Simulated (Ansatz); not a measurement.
## Energy of SnSe2 along a shift of atoms along one path

System: SnSe2 (P1, 3 atoms in the cell).
Method: DFT PBE, scalar-relativistic, plane waves, PAW, no spin polarisation (Ansatz 0.2.0).

The 6 runs differ only in the geometry, by a shift of atoms along one path in a fixed cell. The shift s is measured from run 4: Sn1 moves along the Cartesian direction (−0.58, −0.58, −0.58). The structure derives from an entry of the Crystallography Open Database.

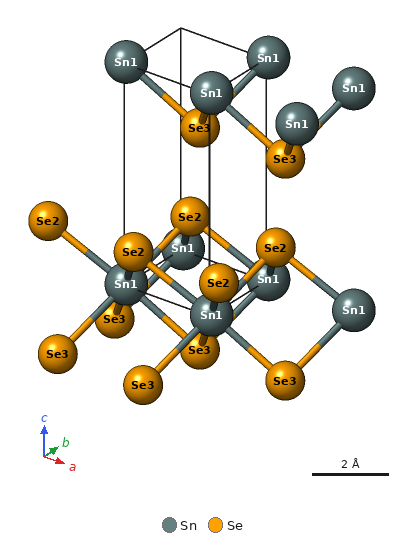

Figure 1. The structure of run 4 (ball-and-stick view of the cell of the calculation, repeated 2 × 1 × 1, seen slightly off an axis; bonded neighbours outside the cell are drawn too; atoms are numbered from 1 in the order of the input). An atom can appear more than once, as a periodic image.

## Input of run 4
```yaml
crystal:
  lattice:
    - [3.8109987816, 0.0, 0.0]
    - [-1.9054993908, 3.3004217586, 0.0]
    - [0.0, 0.0, 6.137]
  atoms:
    - { symbol: Sn, position: [0.0179221443, 0.0131199202, 0.0070557716] }
    - { symbol: Se, position: [0.3333333333, 0.6666666667, 0.25] }
    - { symbol: Se, position: [0.6666666667, 0.3333333333, 0.75] }
basis:
  ecutwfc: 420
kpoints:
  mp_grid: { grid: [12, 12, 6] }
hamiltonian:
  xc: pbe
scf:
  occupations: { method: gaussian, width: 0.05 }
output:
  forces: true
  stress: true
  eigenvalues: true
```

Command:
```bash
ansatz run input.yaml --threads 1 --pin off --max-ram 2560MiB --backend cpu --events-out ev --progress --plain --runs-dir out
```

Run 5 differs from it as follows:
```diff
-    - { symbol: Sn, position: [0.0179221443, 0.0131199202, 0.0070557716] }
+    - { symbol: Sn, position: [0.0089610722, 0.0065599601, 0.0035278858] }
```

## Results, with one run withheld

| run | shift s of Sn1 (Å) | free energy per atom, from the lowest run given (meV) | pressure (GPa) | gap on the mesh (eV) | force along the path (eV/Å) |
| --- | --- | --- | --- | --- | --- |
| 1 | −0.1875 | 104.93 | 7.03 | 0.33 | 2.643 |
| 2 | −0.1500 | 74.36 | 6.56 | 0.44 | 2.250 |
| 3 | −0.0375 | 11.53 | 5.59 | 0.68 | 1.109 |
| 4 | 0.0000 | 0.00 | 5.41 | 0.70 | 0.737 |
| 5 | 0.0375 | ? | ? | ? | ? |
| 6 | 0.2250 | 27.73 | 5.84 | 0.66 | −1.484 |

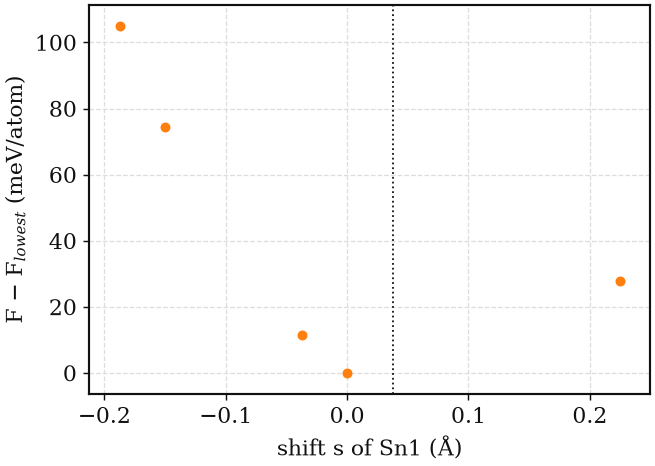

Figure 2. Free energy per atom of the runs given; the dotted line marks run 5.

Estimate the energy of run 5 from the others.

A cubic polynomial in the coordinate, fitted to the 5 runs given, misses them by at most 0.02 meV per atom. With x = s + 0.0300, it reads F = 8.8344 − 343.97 x + 1670.4 x² − 121.32 x³ (meV per atom). At run 5 it gives −6.81 meV per atom, and the run itself gives −6.91. The slope of the fit gives a force −dF/ds of 0.360 eV/Å along the path (summed over the atoms that move), and the printed forces give 0.368 eV/Å. The fit has its minimum at s = 0.0741 Å. The gap on the mesh lies between 0.33 eV (run 1) and 0.71 eV (run 5); run 5 has 0.71 eV. These are gaps of this functional on this mesh, which can miss the band edges; they aren't the measured gap.

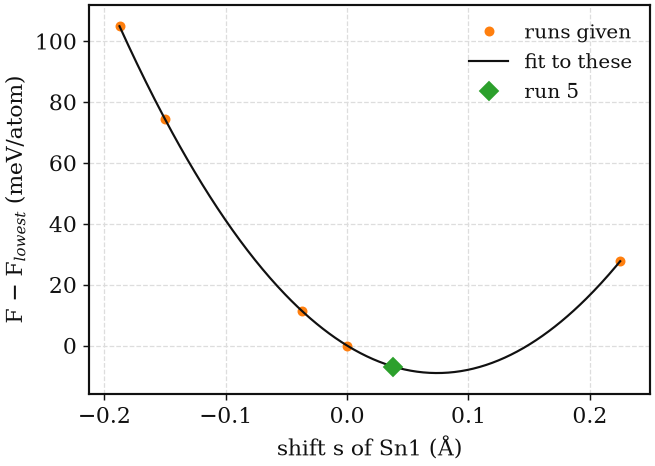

Figure 3. The fit and the withheld run.

## Output, shortened to warnings, some set-up lines, iterations and results (run 5)
```
Basis set: ecut = 420 eV, 1485 PW (Γ), exchange–correlation on 54×54×90 points (8 copies of the dense FFT grid, shifted against one another)
Symmetry: 1 space group operations
k-points: 436 of 864 (time reversal used)
Initial density: superposition of atomic densities (neutral atoms: chi_scale 0, normalization atom), corrected by the library's trained network
[...]
SCF iter   1: F=—  HF=-16963.278449 eV  |F-HF|=—  |Δ(HF+E_count)|=         —  Δρ=1.53e-3  dr2=2.64e-3  ethr=1.77e-3  ⟨swp⟩=6.5  Hψ=54279  notcnv=0
SCF iter   2: F=—  HF=-16963.277237 eV  |F-HF|=—  |Δ(HF+E_count)|=   1.21e-3  Δρ=7.11e-4  dr2=2.38e-4  ethr=5.73e-6  ⟨swp⟩=2.7  Hψ=25444  notcnv=0  defer=44
SCF iter   3: F=—  HF=-16963.277332 eV  |F-HF|=—  |Δ(HF+E_count)|=   9.49e-5  Δρ=3.37e-4  dr2=4.53e-5  ethr=5.16e-7  ⟨swp⟩=2.0  Hψ=21797  notcnv=0
SCF iter   4: F=—  HF=-16963.277366 eV  |F-HF|=—  |Δ(HF+E_count)|=   3.42e-5  Δρ=9.79e-5  dr2=4.44e-6  ethr=9.84e-8  ⟨swp⟩=2.0  Hψ=15260  notcnv=0
SCF iter   5: F=—  HF=-16963.277371 eV  |F-HF|=—  |Δ(HF+E_count)|=   4.90e-6  Δρ=1.76e-5  dr2=2.46e-7  ethr=9.66e-9  ⟨swp⟩=2.0  Hψ=15260  notcnv=0
SCF iter   6: F=-16963.277371 eV  HF=-16963.277371 eV  |F-HF|=1.97e-8  |Δ(HF+E_count)|=   2.88e-7  Δρ=5.90e-6  dr2=3.60e-8  ethr=2.17e-10  ⟨swp⟩=5.6  Hψ=50649  notcnv=0
SCF 1 converged in 6 iterations: F = -16963.277371 eV  dr2 = 3.60e-8
SCF converged after 6 iterations
Free energy (F): -16963.277371 eV
Harris-Foulkes:  -16963.277371 eV  (|F-HF|=1.97e-8)
Internal energy: -16963.277371 eV  (E = F + TS)
E sigma→0 (E₀):  -16963.277371 eV
Fermi energy:    8.502780 eV
--- Per-component energies (eV) ---
  E_band       = -857.778106
  E_kinetic    = 426.553782
  E_local      = -6087.531812  (includes V_loc(G=0)·N_el)
  E_nonlocal   = -1222.476910
  E_hartree    = 3121.385387
  E_xc         = -590.469355
  E_vxc        = -292.203006  (∫ρ·V_xc dr)
  E_paw        = -7963.822243  (= ΣΔE_a)
  E_vpaw       = 75.113234  (= ΣTr[D̂ρ^β])
  E_aug_tail   = -0.001221  (compensation charges beyond the density's cutoff)
  E_ewald      = -4646.914999
  E_smearing   = -0.000000  (= −TS)
  E_closure    = -0.000000  (closes the sum)
  Σ components = -16963.277371   (vs F -16963.277371, Δ=0.00e0)
--- Forces (eV/Å), atoms counted from 1 ---
  atom   1  Sn    -0.14263132    -0.14323274    -0.35154397
  atom   2  Se     0.07207581     0.07715168     0.90359301
  atom   3  Se     0.07055484     0.06608037    -0.55202545
  max |Σ_I F_I| component: 2.36e-5 eV/Å
--- Stress (GPa, compression-positive) ---
        4.837397      -0.017266      -0.001751
       -0.017266       4.894424       0.029257
       -0.001751       0.029257       6.190043
  P = ⅓ Tr σ = 5.3073 GPa (53.073 kbar)
```
